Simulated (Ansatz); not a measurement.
**Run report: CdSe, band-structure calculation**

- system: CdSe (R3m, 2 atoms in the cell)
- method: DFT, r2SCAN, plane waves, PAW, no spin polarisation (Ansatz 0.2.0)

The structure was built on a prototype by a generator. The geometry comes from this level: r2SCAN (a point of a series of strains). It belongs to a series of runs on one base structure; here: epitaxial_111 strain -2.0%.

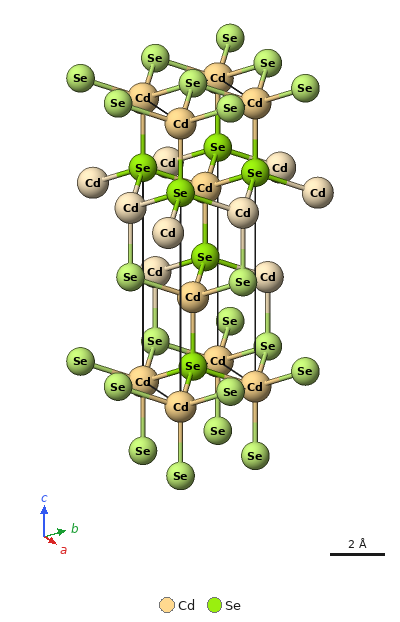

**Figure 1.** The input geometry (ball-and-stick view of the cell 3 times as large as that of the calculation, set on its symmetry axes, seen slightly off an axis; neighbours outside the cell are drawn fainter). An atom can appear more than once, as a periodic image. Near neighbours in the periodic cell (some may lie outside the picture): Cd has 4 Se at 2.64 Å; Se has 4 Cd at 2.64 Å.

## Results in brief

- outcome: converged
- space group (tolerance 0.01 Å): R3m (160)
- electrons treated: 36
- free energy: −13747.8240 eV
- Fermi energy: 7.191 eV
- gap on the k-point mesh: 1.01 eV
- pressure: 1.12 GPa
- largest force (length of the vector): 0.006 eV/Å
- hardware: 2 threads of AMD EPYC (Zen 3), 1656 GiB of memory available, shared host
- wall time: 6.9 s (CPU time 14 s)
- peak memory: 0.68 GiB

## The input
```yaml
crystal:
  lattice:
    - [0.0773857186, 3.0838110647, 3.0838110647]
    - [3.0838110647, 0.0773857186, 3.0838110647]
    - [3.0838110647, 3.0838110647, 0.0773857186]
  atoms:
    - { symbol: Cd, position: [0.0027670924, 0.0027670924, 0.0027670924] }
    - { symbol: Se, position: [0.2472329076, 0.2472329076, 0.2472329076] }
kpoints:
  mp_grid: { grid: [8, 8, 8] }
  band_path:
    path:
      - [0.0, 0.0, 0.0]
      - [-0.5, -0.5, 0.0]
      - [-0.375, -0.375, 0.25]
      - [-0.375, 0.0, 0.375]
      - [0.0, 0.0, 0.5]
      - [-0.5, -0.25, 0.25]
    npoints: 1
hamiltonian:
  xc: r2scan
scf:
  occupations: { method: fixed }
  n_extra_bands: 4
output:
  forces: true
  stress: true
  eigenvalues: true
  write_density: true
  write_potential: true
  elf: true
  volumetric_format: npy
```

Run as:
```bash
ansatz run input.yaml --threads 2 --pin off --max-ram 29491MiB --backend cpu --events-out ev --progress --plain --runs-dir out
```

## Log
```
scf.n_extra_bands = 4 over 18 filled bands (N_el = 36.0): the run solves 22 bands
Engine: ansatz 0.2.0, x86_64-unknown-linux-gnu
Pseudopotentials: kind: paw
Pseudopotential: Cd, paw, valence charge 20, recommended cutoff 500 eV (meta_gga), Cd.paw.azcp
Pseudopotential: Se, paw, valence charge 16, recommended cutoff 500 eV (meta_gga), Se.paw.azcp
Functional definition: r2SCAN
  parameter k0 = 0.174
  parameter k1 = 0.065
  parameter a1 = 4.9479
  exchange = r2scan_x(k0 = k0, k1 = k1, a1 = a1)
  correlation = r2scan_c
Crystal: 2 atoms, lattice volume = 56.446 Å³
Basis set: ecut = 500 eV, 1435 PW (Γ), exchange–correlation on 128×128×128 points (64 copies of the dense FFT grid, shifted against one another)
Bands: 22, of which v1, the nominal top of the filled ones, is band 18 counted from 1 (17 counted from 0)
Symmetry: 6 space group operations
Space group: R3m (ITA 160), of the structure as read, at distance tolerance 3.8e-5 Å
k-points: 65 of 512 (time reversal used)
Non-local potential: Cd, projectors of the file, l = 0: 3, l = 1: 2, l = 2: 2, l = 3: 1
Non-local potential: Se, projectors of the file, l = 0: 2, l = 1: 2, l = 2: 3, l = 3: 1
PAW form: soft (Blöchl's): semilocal exchange-correlation on the pseudo side does not see the compensation charge
PAW frozen core: Cd, regenerated for the run's functional (the file was generated under x = pbe(κ = 0.804, μ = 0.2195149727645171), c = pbe(β = 0.06672455060314922))
PAW frozen core: Se, regenerated for the run's functional (the file was generated under x = pbe(κ = 0.804, μ = 0.2195149727645171), c = pbe(β = 0.06672455060314922))
PAW one-centre angular grid: Cd, 590 points (default); XC on 160 Gauss nodes
PAW one-centre angular grid: Se, 590 points (default); XC on 160 Gauss nodes
Initial density: superposition of atomic densities (neutral atoms: chi_scale 0, normalization atom), corrected by the library's trained network
Initial wavefunctions: pseudopotential atomic-orbital guess
Functional: x = r2scan, c = r2scan; τ floored in thin density (d = 2e-4 eV/Å³)
SCF iter   1: F=—  HF=-13747.814855 eV  |F-HF|=—  |Δ(HF+E_count)|=         —  Δρ=5.22e-3  dr2=9.48e-3  dr2_τ=1.52e-2  ethr=1.77e-3  ⟨swp⟩=4.9  Hψ=5314  notcnv=0  defer=125
preconditioner: auto → none  [insulator: Δε(μ)=1.015 eV  Ē_g=12.833 eV  n_scr=14 (ndim 8)  ℏωp=21.0 eV  f_vac=0.202  ε∞_Penn≈3.7]
SCF iter   2: F=—  HF=-13747.823083 eV  |F-HF|=—  |Δ(HF+E_count)|=   8.23e-3  Δρ=2.48e-3  dr2=1.30e-3  dr2_τ=4.21e-4  ethr=2.63e-5  ⟨swp⟩=2.8  Hψ=3071  notcnv=0  defer=128
SCF iter   3: F=—  HF=-13747.823892 eV  |F-HF|=—  |Δ(HF+E_count)|=   8.09e-4  Δρ=8.77e-4  dr2=2.21e-4  dr2_τ=2.64e-5  ethr=3.61e-6  ⟨swp⟩=2.2  Hψ=1933  notcnv=0  defer=129
SCF iter   4: F=—  HF=-13747.823987 eV  |F-HF|=—  |Δ(HF+E_count)|=   9.50e-5  Δρ=8.77e-5  dr2=3.85e-6  dr2_τ=2.38e-7  ethr=6.15e-7  ⟨swp⟩=2.1  Hψ=2286  notcnv=0  defer=129
SCF iter   5: F=—  HF=-13747.823979 eV  |F-HF|=—  |Δ(HF+E_count)|=   8.20e-6  Δρ=3.04e-5  dr2=2.34e-7  dr2_τ=1.64e-8  ethr=1.07e-8  ⟨swp⟩=2.0  Hψ=2441  notcnv=0  defer=3
SCF iter   6: F=-13747.823979 eV  HF=-13747.823979 eV  |F-HF|=4.33e-9  |Δ(HF+E_count)|=   2.01e-7  Δρ=7.34e-6  dr2=2.07e-8  dr2_τ=2.86e-9  ethr=2.78e-10  ⟨swp⟩=9.2  Hψ=9565  notcnv=0
SCF 1 converged in 6 iterations: F = -13747.823979 eV  dr2 = 2.07e-8
  greatest PAW one-centre occupation: 1.001 electrons in one spin orbital (limit 2), on the Cd atom at site 0 (counted from 0), in its partial waves of l = 1
NSCF: frozen V_eff on 6 k-points
SCF converged after 6 iterations
Free energy (F): -13747.823979 eV
Harris-Foulkes:  -13747.823979 eV  (|F-HF|=4.33e-9)
Internal energy: -13747.823979 eV  (E = F + TS)
E sigma→0 (E₀):  -13747.823979 eV
Fermi energy:    7.191123 eV
--- Per-component energies (eV) ---
  E_band       = -929.328232
  E_kinetic    = 624.618839
  E_local      = -6384.699902  (includes V_loc(G=0)·N_el)
  E_nonlocal   = -560.758987
  E_hartree    = 3037.690022
  E_xc         = -266.823209
  E_vxc        = -351.918847  (∫ρ·V_xc dr)
  E_paw        = -6031.281020  (= ΣΔE_a)
  E_vpaw       = -354.470153  (= ΣTr[D̂ρ^β])
  E_aug_tail   = -0.000207  (compensation charges beyond the density's cutoff)
  E_vtau       = 22.528894  (kinetic-family band-sum trace: ∫τ·v_τ [+ j·A + Jᵃ·Aᵃ] dr)
  E_ewald      = -4164.239974
  E_core_change = -2.329541  (= ΣΔE_core)
  E_smearing   = -0.000000  (= −TS)
  E_closure    = 0.000000  (closes the sum)
  Σ components = -13747.823979   (vs F -13747.823979, Δ=0.00e0)
--- Forces (eV/Å), atoms counted from 1 ---
  atom   1  Cd    -0.00373189    -0.00373189    -0.00373189
  atom   2  Se     0.00370766     0.00370766     0.00370766
  max |Σ_I F_I| component: 2.42e-5 eV/Å
--- Stress (GPa, compression-positive) ---
        1.122017      -0.565075      -0.565075
       -0.565075       1.122017      -0.565075
       -0.565075      -0.565075       1.122017
  P = ⅓ Tr σ = 1.1220 GPa (11.220 kbar)
--- Band table (eV; the first three rows and the last of 65) ---
  k-point 0: bands = ["-97.2718", "-57.4327", "-57.4327", "-57.4304", "-40.2171", "-40.2119", "-40.2119", "-40.2021", "-40.2021", "-5.8504", "-1.0692", "-1.0495", "-1.0495", "-0.6679", "-0.6679", "6.9979", "7.1911", "7.1911", "8.1996", "13.3667", "13.7745", "13.7745"]
  k-point 1: bands = ["-97.2718", "-57.4327", "-57.4327", "-57.4304", "-40.2171", "-40.2119", "-40.2119", "-40.2021", "-40.2021", "-5.7945", "-1.0506", "-1.0325", "-0.9976", "-0.6696", "-0.6679", "6.0466", "6.8984", "7.0669", "9.1071", "13.4142", "13.6597", "13.9563"]
  k-point 2: bands = ["-97.2718", "-57.4328", "-57.4327", "-57.4304", "-40.2171", "-40.2119", "-40.2119", "-40.2021", "-40.2021", "-5.6581", "-1.0082", "-0.9959", "-0.8247", "-0.6684", "-0.6619", "4.5564", "6.6134", "6.7910", "9.8290", "13.5422", "14.0492", "14.1753"]
  k-point 64: bands = ["-97.2718", "-57.4327", "-57.4327", "-57.4306", "-40.2172", "-40.2119", "-40.2119", "-40.2021", "-40.2021", "-5.4915", "-0.9537", "-0.9537", "-0.6485", "-0.6485", "-0.4070", "2.6365", "6.4802", "6.4802", "10.2534", "14.2904", "14.2904", "14.8119"]
```

## File bands.tsv
```
# k_distance	band_0	band_1	band_2	band_3	band_4	band_5	band_6	band_7	band_8	band_9	band_10	band_11	band_12	band_13	band_14	band_15	band_16	band_17	band_18	band_19	band_20	band_21
# fermi_ev = 7.191123
# lock_threshold_ev = 1e-6
# [0, 0, 0] at k_distance = 0.000000
# [-0.5, -0.5, 0] at k_distance = 1.032173
# [-0.375, -0.375, 0.25] at k_distance = 1.392524
# [-0.375, 0, 0.375] at k_distance = 2.027219
# [0, 0, 0.5] at k_distance = 2.661914
# [-0.5, -0.25, 0.25] at k_distance = 3.382616
# levels_relative_to = fermi_ev
# free_energy_ev = -13747.823979
# largest_residual_norms_ev = 1.617e-3 3.179e-4 3.482e-4 3.006e-4 1.585e-4 1.912e-4 1.546e-4 2.135e-4 1.718e-4 1.785e-4 7.547e-4 1.186e-4 1.219e-4 1.053e-4 7.772e-4 4.971e-4 1.126e-3 1.325e-3 5.581e-4 5.797e-4 1.650e-3 1.445e-3
0.000000	-104.462955	-64.623815	-64.623815	-64.621482	-47.408241	-47.403038	-47.403038	-47.393250	-47.393250	-13.041535	-8.260295	-8.240637	-8.240637	-7.859035	-7.859035	-0.193249	0.000000	0.000000	1.008431	6.175600	6.583343	6.583343
1.032173	-104.462932	-64.624111	-64.623939	-64.621631	-47.408261	-47.403105	-47.402995	-47.393278	-47.393148	-12.541894	-8.039948	-7.983203	-7.976338	-7.798877	-7.485390	-4.116926	-2.026004	-1.812130	3.353184	4.163802	9.515763	10.859185
1.392524	-104.462952	-64.624086	-64.623920	-64.621656	-47.408274	-47.403084	-47.403004	-47.393270	-47.393166	-12.556387	-8.072413	-8.024260	-7.929083	-7.826413	-7.409605	-4.063714	-2.650389	-1.483021	4.225029	5.302193	8.602829	9.141592
2.027219	-104.462947	-64.624069	-64.624016	-64.621606	-47.408244	-47.403097	-47.403014	-47.393241	-47.393180	-12.549242	-8.082964	-8.019716	-7.922569	-7.830394	-7.390748	-4.021484	-2.549297	-1.676237	3.857970	5.687361	8.595723	9.031150
2.661914	-104.462943	-64.624139	-64.623886	-64.621547	-47.408225	-47.403085	-47.403034	-47.393264	-47.393165	-12.654522	-8.152868	-8.150238	-7.841873	-7.826015	-7.539436	-4.412891	-0.932495	-0.748456	2.719459	6.803323	6.822010	7.754053
3.382616	-104.462943	-64.624071	-64.623982	-64.621633	-47.408260	-47.403089	-47.403012	-47.393248	-47.393179	-12.542869	-8.059531	-8.041813	-7.893485	-7.853267	-7.362002	-4.003860	-2.355060	-2.229829	5.278477	5.593715	7.002943	8.020212
```

## File rho_z.tsv
```
# z_ang	rho[e/angstrom^3]
# format = ansatz-planar-average/11
# lattice	0.077385719	3.083811065	3.083811065
# lattice	3.083811065	0.077385719	3.083811065
# lattice	3.083811065	3.083811065	0.077385719
# sites	2
# site	48	0.017280514	0.017280514	0.017280514
# site	34	1.543971448	1.543971448	1.543971448
0.000000	1.396355e0
0.136308	1.382307e0
0.272616	1.279540e0
0.408924	1.144739e0
0.545232	1.051433e0
0.681540	1.059493e0
0.817848	1.170075e0
0.954156	1.298426e0
1.090463	1.317738e0
1.226771	1.165072e0
1.363079	8.962331e-1
1.499387	6.219739e-1
1.635695	4.146111e-1
1.772003	2.834712e-1
1.908311	2.063335e-1
2.044619	1.603468e-1
2.180927	1.301771e-1
2.317235	1.073391e-1
2.453543	8.969861e-2
2.589851	7.730530e-2
2.726159	6.983984e-2
2.862467	6.765099e-2
2.998775	7.192672e-2
3.135083	8.540135e-2
3.271390	1.140973e-1
3.407698	1.691356e-1
3.544006	2.657748e-1
3.680314	4.167396e-1
3.816622	6.229323e-1
3.952930	8.659356e-1
4.089238	1.107662e0
4.225546	1.299091e0
```

## File v_z.tsv
```
# z_ang	v_es[eV]	v_tot[eV]
# format = ansatz-planar-average/11
# xc	r2scan
# density_cutoff_ev	2000
# datasets	Cd=:simpson_from_first_knot:soft:shift=0	Se=:simpson_from_first_knot:soft:shift=0
# lattice	0.077385719	3.083811065	3.083811065
# lattice	3.083811065	0.077385719	3.083811065
# lattice	3.083811065	3.083811065	0.077385719
# sites	2
# site	48	0.017280514	0.017280514	0.017280514
# site	34	1.543971448	1.543971448	1.543971448
0.000000	3.090914e0	-9.046264e0
0.136308	2.386764e0	-1.008263e1
0.272616	1.958182e0	-1.069384e1
0.408924	1.880321e0	-1.079761e1
0.545232	2.104555e0	-1.046014e1
0.681540	2.548956e0	-9.812121e0
0.817848	3.155269e0	-8.936203e0
0.954156	3.879975e0	-7.852868e0
1.090463	4.660074e0	-6.644687e0
1.226771	5.405932e0	-5.454179e0
1.363079	6.038184e0	-4.365385e0
1.499387	6.560240e0	-3.356122e0
1.635695	7.062359e0	-2.346391e0
1.772003	7.633657e0	-1.265045e0
1.908311	8.344070e0	-3.010739e-2
2.044619	9.196619e0	1.348709e0
2.180927	1.005979e1	2.694849e0
2.317235	1.072708e1	3.788626e0
2.453543	1.109662e1	4.505605e0
2.589851	1.123056e1	4.900517e0
2.726159	1.119511e1	5.045529e0
2.862467	1.100860e1	4.893638e0
2.998775	1.066418e1	4.481236e0
3.135083	1.011539e1	3.862693e0
3.271390	9.371120e0	2.884724e0
3.407698	8.519408e0	1.477645e0
3.544006	7.655147e0	-1.555172e-1
3.680314	6.831813e0	-1.844509e0
3.816622	6.060786e0	-3.499169e0
3.952930	5.330545e0	-5.035086e0
4.089238	4.623146e0	-6.446230e0
4.225546	3.882991e0	-7.784286e0
```

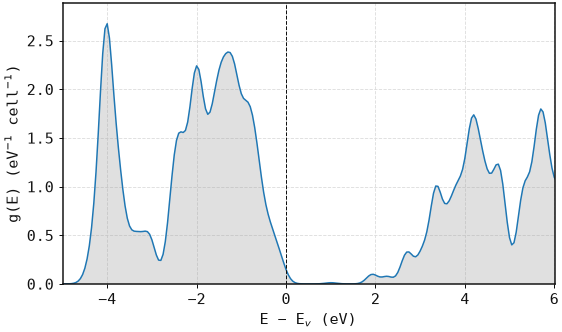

**Figure 2.** Density of states (the curve is built from the levels of the k mesh with Gaussians 0.3 eV wide, which also blur the band edges), with energies from the valence-band top. There is a gap of 1.01 eV on the k-point mesh. Small ripples come from the finite k-point mesh.

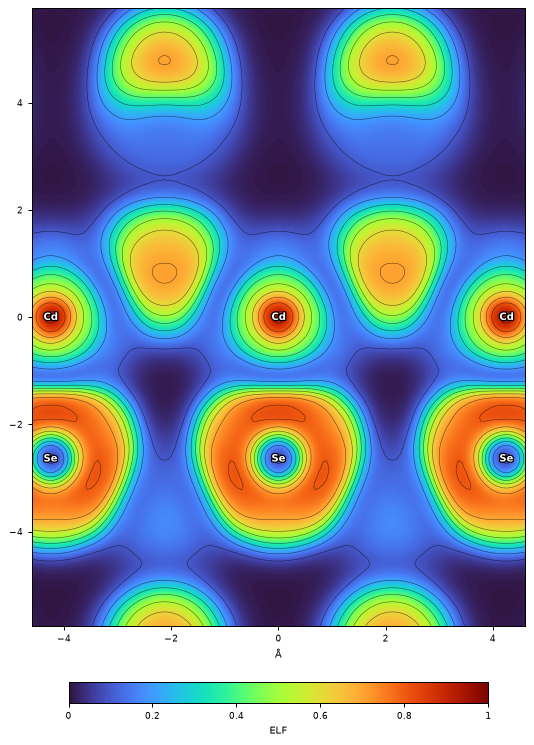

**Figure 3.** Electron localisation function on the (100) plane of the conventional cell. The section cuts through Cd and Se sites. Cd–Se (2.64 Å): the ELF is about 0.40 at the midpoint. The strong features right at Cd lie inside the PAW spheres (semicore, d or f shells) and say nothing about bonding. The fields are those of the smooth PAW valence density.

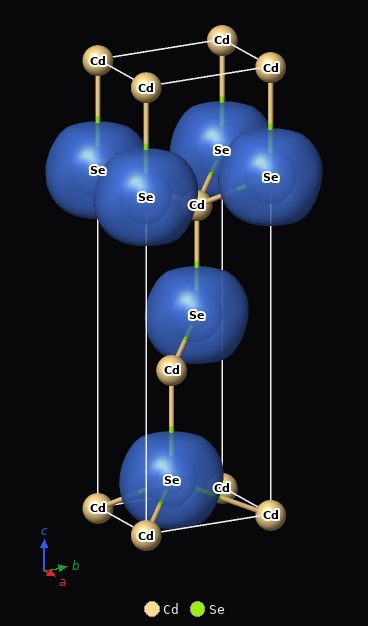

**Figure 4.** Isosurface of the ELF at 0.7 (blue), seen slightly off an axis. Only the valence region is drawn (cores and ρ < 0.01 e/Å³ removed). Sticks mark near contacts. The outline is the cell set on symmetry axes. Values along the shortest contacts: Cd–Se (2.64 Å): the ELF is about 0.40 at the midpoint.
